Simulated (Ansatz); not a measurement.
# Wannier-function calculation of InSe

- system: InSe (P6₃/mmc, 8 atoms in the cell)
- method: maximally localised Wannier functions of r2SCAN bands, plane waves, PAW, no spin polarisation (Ansatz 0.2.0)

The structure derives from an entry of the Crystallography Open Database. The geometry comes from this level: r2scan-rvv10. It belongs to a series of runs on one base structure; here: anion s p. Figures and captions count atoms from 1; the log counts them from 0 in places.

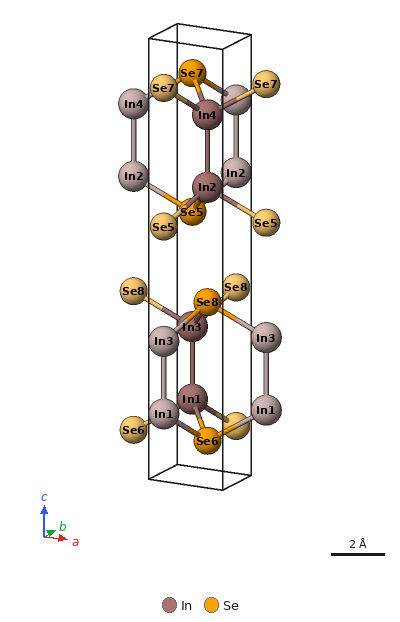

The input geometry (ball-and-stick view of the cell of the calculation, seen slightly off an axis; neighbours outside the cell are drawn fainter; atoms are numbered from 1 in the order of the input).

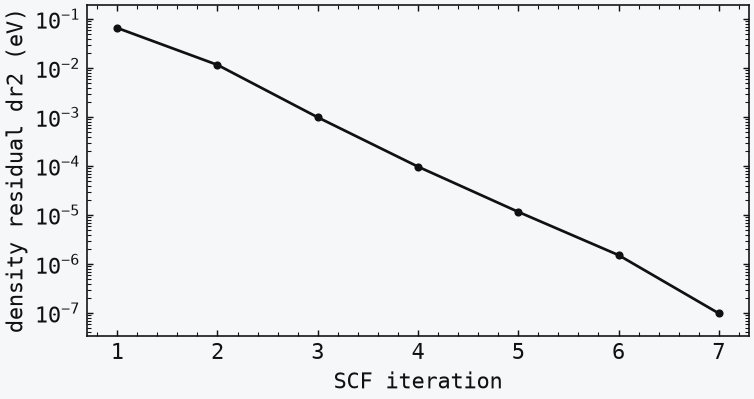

Convergence of the self-consistent field: density residual dr2 against the SCF iteration. The residual falls at every step.

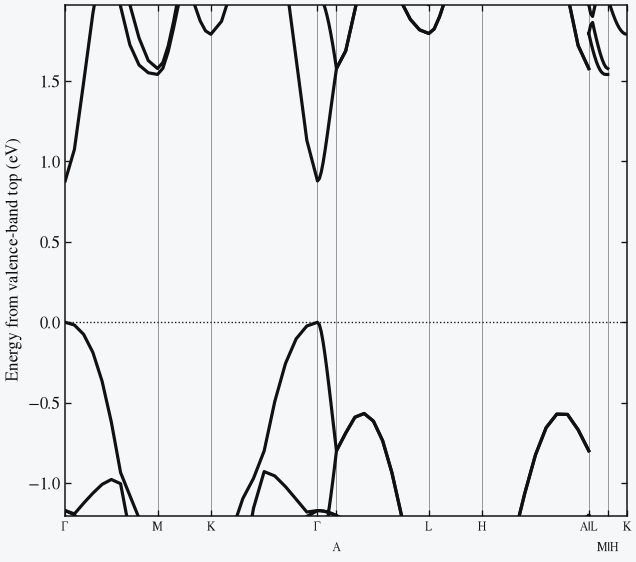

Band structure along Γ–M–K–Γ–A–L–H–A|L–M|H–K, with energies from the valence-band top. There is a gap of 0.88 eV on this path, direct, at Γ.

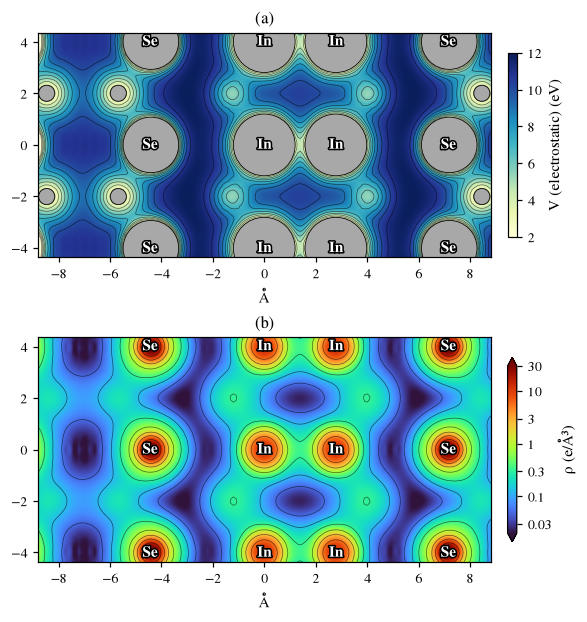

(a) electrostatic potential energy of an electron; (b) valence electron density on the (11̄0) plane of the conventional cell. Grey discs, where drawn, cover atomic cores. Atoms in the plane: In and Se. In–In (2.79 Å): the density is about 0.35 e/Å³ at the midpoint. Away from the nuclei the density in this plane falls to 0.009 e/Å³ at its lowest. Outside the cores the potential energy rises away from the atoms and is highest about 2.1 Å from the nearest atoms; outside the discs it spans about 10 eV, and its zero is arbitrary. In a PAW calculation such maps are meaningful between the atoms, not at the nuclei.

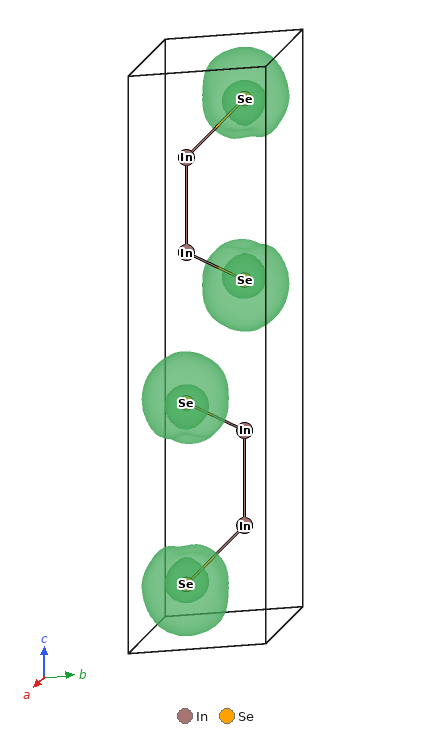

Isosurface of the electron localisation function at 0.7 (green), seen slightly off an axis. Only the valence region is drawn (cores and ρ < 0.01 e/Å³ removed). Sticks mark near contacts. The outline is the cell set on symmetry axes. Along the contacts the grid gives the following. In–Se (2.64 Å): the ELF is about 0.55 at the midpoint. In–In (2.79 Å): the ELF is about 0.60 at the midpoint.

The input and output of the run follow.

## Input
```yaml
crystal:
  lattice:
    - [4.0181119053, 0.0, 0.0]
    - [-2.0090559527, 3.4797869852, 0.0]
    - [0.0, 0.0, 16.9256135378]
  atoms:
    - { symbol: In, position: [0.3333333333, 0.6666666667, 0.1677023332] }
    - { symbol: In, position: [0.6666666667, 0.3333333333, 0.6677023332] }
    - { symbol: In, position: [0.3333333333, 0.6666666667, 0.3322976668] }
    - { symbol: In, position: [0.6666666667, 0.3333333333, 0.8322976668] }
    - { symbol: Se, position: [0.3333333333, 0.6666666667, 0.5927860119] }
    - { symbol: Se, position: [0.6666666667, 0.3333333333, 0.0927860119] }
    - { symbol: Se, position: [0.3333333333, 0.6666666667, 0.9072139881] }
    - { symbol: Se, position: [0.6666666667, 0.3333333333, 0.4072139881] }
kpoints:
  mp_grid: { grid: [6, 6, 2] }
  band_path:
    path:
      - [[0.0, 0.0, 0.0], [0.5, 2.829180953162e-17, 2.54524421968e-19], [0.3333333333333, 0.3333333333333, 5.090488439319e-19], [0.0, 0.0, 0.0], [1.497013350227e-47, 1.113636255306e-36, 0.5], [0.5, 2.830263917618e-17, 0.5], [0.3333333333333, 0.3333333333333, 0.5], [1.497013350227e-47, 1.113636255306e-36, 0.5]]
      - [[0.5, 2.830263917618e-17, 0.5], [0.5, 2.829180953162e-17, 2.54524421968e-19]]
      - [[0.3333333333333, 0.3333333333333, 0.5], [0.3333333333333, 0.3333333333333, 5.090488439319e-19]]
    npoints: 10
hamiltonian:
  xc: r2scan
scf:
  occupations: { method: fixed }
  n_extra_bands: 6
output:
  forces: false
  stress: false
  eigenvalues: true
  wannier:
    kmesh: [6, 6, 2]
    projections: [{ species: Se, l: s, shell: 4 }, { species: Se, l: p, shell: 4 }]
    minimise: true
    write_hr: true
    conv_tol: 1.0e-08
    max_iter: 3000
  write_density: true
  write_potential: true
  elf: true
  volumetric_format: npy
```

## File wannier.win
```
! ansatz wannier90 interface
! projections by site (counted from 0) and shell: 4 4S, 5 4S, 6 4S, 7 4S, 4 4P, 5 4P, 6 4P, 7 4P
! states of the run's bands (counted from 1): 41-44, 47-58
! their least projectability: 0.2996
num_bands = 16
num_wann  = 16
num_iter  = 2000
conv_tol = 1e-8
conv_window = 5
guiding_centres = true
write_hr = true

begin unit_cell_cart
Ang
        4.018111905277776   2.8867310417502406e-11                      0.0
      -2.0090559526638883       3.4797869852048127                      0.0
                      0.0                      0.0            16.9256135378
end unit_cell_cart

begin atoms_frac
In        0.3333333333333333       0.6666666666666666             0.1677023332
In        0.6666666666666666       0.3333333333333333             0.6677023332
In        0.3333333333333333       0.6666666666666666             0.3322976668
In        0.6666666666666666       0.3333333333333333             0.8322976668
Se        0.3333333333333333       0.6666666666666666             0.5927860119
Se        0.6666666666666666       0.3333333333333333             0.0927860119
Se        0.3333333333333333       0.6666666666666666             0.9072139881
Se        0.6666666666666666       0.3333333333333333             0.4072139881
end atoms_frac

mp_grid = 6 6 2
```

Launched with:
```bash
ansatz run input.yaml --threads 4 --pin off --max-ram 5529MiB --backend cpu --events-out ev --progress --plain --runs-dir out
```

## The program's output
```
scf.n_extra_bands = 6 over 58 filled bands (N_el = 116.0): the run solves 64 bands
Engine: ansatz 0.2.0, aarch64-unknown-linux-gnu
Pseudopotentials: kind: paw
Pseudopotential: In, paw, valence charge 13, recommended cutoff 500 eV (meta_gga), In.paw.azcp
Pseudopotential: Se, paw, valence charge 16, recommended cutoff 500 eV (meta_gga), Se.paw.azcp
Functional definition: r2SCAN
  parameter k0 = 0.174
  parameter k1 = 0.065
  parameter a1 = 4.9479
  exchange = r2scan_x(k0 = k0, k1 = k1, a1 = a1)
  correlation = r2scan_c
Crystal: 8 atoms, lattice volume = 236.657 Å³
Basis set: ecut = 500 eV, 6067 PW (Γ), exchange–correlation on 120×120×500 points (64 copies of the dense FFT grid, shifted against one another)
Bands: 64, of which v1, the nominal top of the filled ones, is band 58 counted from 1 (57 counted from 0)
Symmetry: 24 space group operations
Space group: P63/mmc (ITA 194), of the structure as read, at distance tolerance 6.2e-5 Å
k-points: 14 of 72
Non-local potential: In, projectors of the file, l = 0: 2, l = 1: 2, l = 2: 2, l = 3: 2
Non-local potential: Se, projectors of the file, l = 0: 2, l = 1: 2, l = 2: 3, l = 3: 1
PAW form: soft (Blöchl's): semilocal exchange-correlation on the pseudo side does not see the compensation charge
PAW frozen core: In, regenerated for the run's functional (the file was generated under x = pbe(κ = 0.804, μ = 0.2195149727645171), c = pbe(β = 0.06672455060314922))
PAW frozen core: Se, regenerated for the run's functional (the file was generated under x = pbe(κ = 0.804, μ = 0.2195149727645171), c = pbe(β = 0.06672455060314922))
PAW one-centre angular grid: In, 590 points (default); XC on 289 of its mesh's 2783 points in the sphere
PAW one-centre angular grid: Se, 590 points (default); XC on 160 Gauss nodes
Initial density: superposition of atomic densities (neutral atoms: chi_scale 0, normalization atom), corrected by the library's trained network
Initial wavefunctions: pseudopotential atomic-orbital guess
Functional: x = r2scan, c = r2scan; τ floored in thin density (d = 2e-4 eV/Å³)
SCF iter   1: F=—  HF=-44365.174154 eV  |F-HF|=—  |Δ(HF+E_count)|=         —  Δρ=5.80e-3  dr2=6.59e-2  dr2_τ=3.13e-2  ethr=1.77e-3  ⟨swp⟩=5.0  Hψ=3182  notcnv=0  defer=45
preconditioner: auto → Resta (q_TF=auto, 2.423 Å⁻¹)  ε∞=3.4  [insulator: Δε(μ)=0.858 eV  Ē_g=13.511 eV  n_scr=66 (ndim 8)  ℏωp=21.0 eV  f_vac=0.094  ε∞_Penn≈3.4]
SCF iter   2: F=—  HF=-44365.200094 eV  |F-HF|=—  |Δ(HF+E_count)|=   2.59e-2  Δρ=2.55e-3  dr2=1.16e-2  dr2_τ=4.37e-4  ethr=5.68e-5  ⟨swp⟩=2.9  Hψ=1718  notcnv=0  defer=56
SCF iter   3: F=—  HF=-44365.200288 eV  |F-HF|=—  |Δ(HF+E_count)|=   1.94e-4  Δρ=6.51e-4  dr2=9.87e-4  dr2_τ=3.12e-5  ethr=1.00e-5  ⟨swp⟩=2.6  Hψ=1431  notcnv=0  defer=56
SCF iter   4: F=—  HF=-44365.200439 eV  |F-HF|=—  |Δ(HF+E_count)|=   1.51e-4  Δρ=1.90e-4  dr2=9.71e-5  dr2_τ=3.15e-6  ethr=8.51e-7  ⟨swp⟩=2.8  Hψ=1696  notcnv=0  defer=56
SCF iter   5: F=—  HF=-44365.200503 eV  |F-HF|=—  |Δ(HF+E_count)|=   6.34e-5  Δρ=5.37e-5  dr2=1.16e-5  dr2_τ=2.29e-7  ethr=8.37e-8  ⟨swp⟩=2.2  Hψ=1548  notcnv=0  defer=31
SCF iter   6: F=—  HF=-44365.200506 eV  |F-HF|=—  |Δ(HF+E_count)|=   3.76e-6  Δρ=1.71e-5  dr2=1.52e-6  dr2_τ=2.62e-8  ethr=1.00e-8  ⟨swp⟩=2.7  Hψ=1357  notcnv=0  defer=33
SCF iter   7: F=-44365.200507 eV  HF=-44365.200507 eV  |F-HF|=5.88e-8  |Δ(HF+E_count)|=   5.50e-7  Δρ=5.39e-6  dr2=9.84e-8  dr2_τ=6.07e-9  ethr=8.62e-11  ⟨swp⟩=8.7  Hψ=3643  notcnv=0
SCF 1 converged in 7 iterations: F = -44365.200507 eV  dr2 = 9.84e-8
  greatest PAW one-centre occupation: 1.000 electrons in one spin orbital (limit 2), on the Se atom at site 6 (counted from 0), in its partial waves of l = 2
NSCF: frozen V_eff on 93 k-points
NSCF: frozen V_eff on 18 k-points
the Wannier pass solved 18 of the 72 points of its mesh, and has the states at the others by symmetry: states obtained by the crystal's operations at points that were solved too leave a residual of 4.26e-13 eV (read by the count's bands and the next), within 8.33e-6 eV
SCF converged after 7 iterations
Free energy (F): -44365.200507 eV
Harris-Foulkes:  -44365.200507 eV  (|F-HF|=5.88e-8)
Internal energy: -44365.200507 eV  (E = F + TS)
E sigma→0 (E₀):  -44365.200507 eV
Fermi energy:    6.870662 eV
--- Per-component energies (eV) ---
  E_band       = -1926.343340
  E_kinetic    = 1446.030145
  E_local      = -15943.383214  (includes V_loc(G=0)·N_el)
  E_nonlocal   = -909.731932
  E_hartree    = 7352.312067
  E_xc         = -1195.877443
  E_vxc        = -848.204043  (∫ρ·V_xc dr)
  E_paw        = -24439.373826  (= ΣΔE_a)
  E_vpaw       = -426.022774  (= ΣTr[D̂ρ^β])
  E_aug_tail   = -0.000807  (compensation charges beyond the density's cutoff)
  E_vtau       = 50.350369  (kinetic-family band-sum trace: ∫τ·v_τ [+ j·A + Jᵃ·Aᵃ] dr)
  E_ewald      = -10671.978599
  E_core_change = -3.196898  (= ΣΔE_core)
  E_smearing   = -0.000000  (= −TS)
  E_closure    = 0.000000  (closes the sum)
  Σ components = -44365.200507   (vs F -44365.200507, Δ=0.00e0)
--- Band table (eV; the first three rows and the last of 14) ---
  k-point 0: bands = ["-41.3207", "-41.3207", "-41.3207", "-41.3207", "-41.3207", "-41.3207", "-41.3207", "-41.3207", "-41.2924", "-41.2924", "-41.2924", "-41.2924", "-41.2922", "-41.2922", "-41.2922", "-41.2922", "-41.2808", "-41.2808", "-41.2808", "-41.2808", "-8.4550", "-8.4546", "-8.2579", "-8.2579", "-8.2576", "-8.2576", "-8.1688", "-8.1688", "-8.1686", "-8.1686", "-8.1538", "-8.1538", "-8.1537", "-8.1537", "-7.9609", "-7.9609", "-7.9607", "-7.9607", "-7.9569", "-7.9500", "-7.0846", "-6.9275", "-6.8478", "-6.6815", "0.4537", "0.7880", "2.6096", "3.5139", "5.4325", "5.4511", "5.4511", "5.5282", "5.5282", "5.6188", "5.6188", "5.6997", "5.6997", "6.8707", "7.7494", "8.9049", "9.4613", "9.4999", "11.4620", "11.4620"]
  k-point 1: bands = ["-41.3207", "-41.3207", "-41.3207", "-41.3207", "-41.3207", "-41.3207", "-41.3207", "-41.3207", "-41.2924", "-41.2924", "-41.2924", "-41.2924", "-41.2922", "-41.2922", "-41.2922", "-41.2922", "-41.2808", "-41.2808", "-41.2808", "-41.2808", "-8.4548", "-8.4548", "-8.2577", "-8.2577", "-8.2577", "-8.2577", "-8.1687", "-8.1687", "-8.1687", "-8.1687", "-8.1537", "-8.1537", "-8.1537", "-8.1537", "-7.9608", "-7.9608", "-7.9608", "-7.9608", "-7.9535", "-7.9535", "-7.0302", "-7.0302", "-6.7405", "-6.7405", "0.6018", "0.6018", "3.0278", "3.0278", "5.4809", "5.4809", "5.4809", "5.4809", "5.6679", "5.6679", "5.6679", "5.6679", "6.0715", "6.0715", "8.4486", "8.4486", "9.4805", "9.4805", "11.5199", "11.5199"]
  k-point 2: bands = ["-41.3207", "-41.3207", "-41.3207", "-41.3207", "-41.3207", "-41.3207", "-41.3206", "-41.3206", "-41.2924", "-41.2924", "-41.2924", "-41.2924", "-41.2923", "-41.2923", "-41.2922", "-41.2922", "-41.2808", "-41.2808", "-41.2807", "-41.2807", "-8.4623", "-8.4614", "-8.3450", "-8.3372", "-8.2844", "-8.2743", "-8.2537", "-8.2534", "-8.1609", "-8.1609", "-8.1492", "-8.1491", "-8.1399", "-8.1398", "-8.0065", "-8.0038", "-7.9633", "-7.9631", "-7.8718", "-7.8713", "-6.7872", "-6.6509", "-6.5726", "-6.4256", "0.6417", "0.8605", "2.7113", "2.9978", "4.1565", "4.2785", "4.4266", "5.0367", "5.1134", "5.2230", "5.3197", "5.4397", "5.8274", "6.6316", "8.9160", "9.3917", "9.8869", "10.1869", "10.8821", "11.1221"]
  k-point 13: bands = ["-41.3205", "-41.3205", "-41.3205", "-41.3205", "-41.3205", "-41.3205", "-41.3205", "-41.3205", "-41.2925", "-41.2925", "-41.2924", "-41.2924", "-41.2924", "-41.2924", "-41.2922", "-41.2922", "-41.2806", "-41.2806", "-41.2806", "-41.2806", "-8.5932", "-8.5932", "-8.4951", "-8.4951", "-8.3864", "-8.3864", "-8.2758", "-8.2758", "-8.1541", "-8.1541", "-8.1133", "-8.1133", "-8.1035", "-8.1035", "-7.9987", "-7.9987", "-7.9966", "-7.9966", "-7.7855", "-7.7855", "-5.5828", "-5.5828", "-5.5102", "-5.5102", "0.5454", "0.5454", "1.3545", "1.3545", "2.7998", "2.7998", "3.2329", "3.2329", "4.2549", "4.2549", "4.4738", "4.4738", "5.2425", "5.2425", "8.8888", "8.8888", "9.6095", "9.6095", "10.6856", "10.6856"]
Wannier search: line search 1 of at most 3000: gauge-dependent spread (as the search counts it) 12.4465581 Å², largest recent change 2.5e0 Å² and fall left 1.4e-1 Å² against conv_tol 1.0e-8 Å², 0 stops escaped
```

## File wannier.spreads.toml
```
omega_i_ang2 = 49.17459122403352
omega_d_ang2 = 0.6726563547728271
omega_od_ang2 = 4.543794808752247
omega_total_ang2 = 54.39104238755859
least_projectability = 0.2996036844822375
b_vectors_match_mmn = true
n_iter = 27
converged = true
rejected_fitted_steps = 1

[[wannier]]
r = [0.00000000026906768491684173, 2.3198579900653815, 9.860139598072042]
spread = 3.273156276216284

[[wannier]]
r = [2.009055952642619, 1.1599289950055893, 7.065473939695048]
spread = 3.273156276296355

[[wannier]]
r = [2.009055952732357, 1.159928995131971, 1.3973328292480984]
spread = 3.273156276497782

[[wannier]]
r = [-0.0000000002773497069306285, 2.3198579901205147, 15.528280708525806]
spread = 3.273156277210859

[[wannier]]
r = [0.7327481083675034, 1.8968056719287187, 14.656476458069164]
spread = 3.4415347700847576

[[wannier]]
r = [-0.7327481086017001, 1.8968056723237896, 10.731943848092289]
spread = 3.441534772489746

[[wannier]]
r = [2.741804061112138, 1.5829813131645472, 2.269137079602087]
spread = 3.441534773205321

[[wannier]]
r = [-0.0000000002350082789307296, 3.1659626257335405, 10.731943848420705]
spread = 3.4415347733197734

[[wannier]]
r = [2.0090559527586795, 0.3138243596386367, 2.269137079690453]
spread = 3.4415347733279784

[[wannier]]
r = [2.0090559524990486, 0.3138243595004215, 6.193669689200699]
spread = 3.4415347733857047

[[wannier]]
r = [2.741804061184921, 1.5829813127088515, 6.193669689357742]
spread = 3.4415347735394235

[[wannier]]
r = [1.2763078438280964, 1.5829813127296433, 2.269137079471371]
spread = 3.4415347735416777

[[wannier]]
r = [1.2763078441197233, 1.58298131304155, 6.193669689264156]
spread = 3.4415347736368105

[[wannier]]
r = [0.00000000012950354277214997, 3.165962625635928, 14.6564764583718]
spread = 3.4415347736702415

[[wannier]]
r = [0.7327481085300759, 1.8968056724564657, 10.731943848813573]
spread = 3.44153477502077

[[wannier]]
r = [-0.7327481088802071, 1.8968056729156966, 14.656476458283144]
spread = 3.4415347761155033

[[curvature_check]]
after_line_search = 14
omega_tilde_before_ang2 = 8.780983398468205
krylov_steps = 53
lowest_ritz_value_ang2 = -3.5385979725174774
residual_ang2 = 1.0883760650759122e-17
settled = true
first_negative_step = 3
curvature_along_ang2 = -3.537117117298776
angle_rad = 1.0341405335976157
omega_tilde_after_ang2 = 6.6486128202904275
outcome = "escaped"

[[curvature_check]]
after_line_search = 27
omega_tilde_before_ang2 = 5.216451163525074
krylov_steps = 47
lowest_ritz_value_ang2 = 2.5908708839337264
residual_ang2 = 1.927334145770673e-8
settled = true
outcome = "no-negative-curvature"
```

## Summary

| quantity | value |
| --- | --- |
| outcome | converged |
| space group (tolerance 0.01 Å) | P6₃/mmc (194) |
| electrons treated | 116 |
| free energy | −44365.2005 eV |
| total spread of the Wannier functions | 54.391 Å² |
| Fermi energy | 6.871 eV |
| gap on the k-point mesh | 0.88 eV |
| hardware | 4 threads of Arm Neoverse V1, 24 GiB of memory available, shared host |
| wall time | 35 s (CPU time 2.3 min) |
| peak memory | 1.6 GiB |
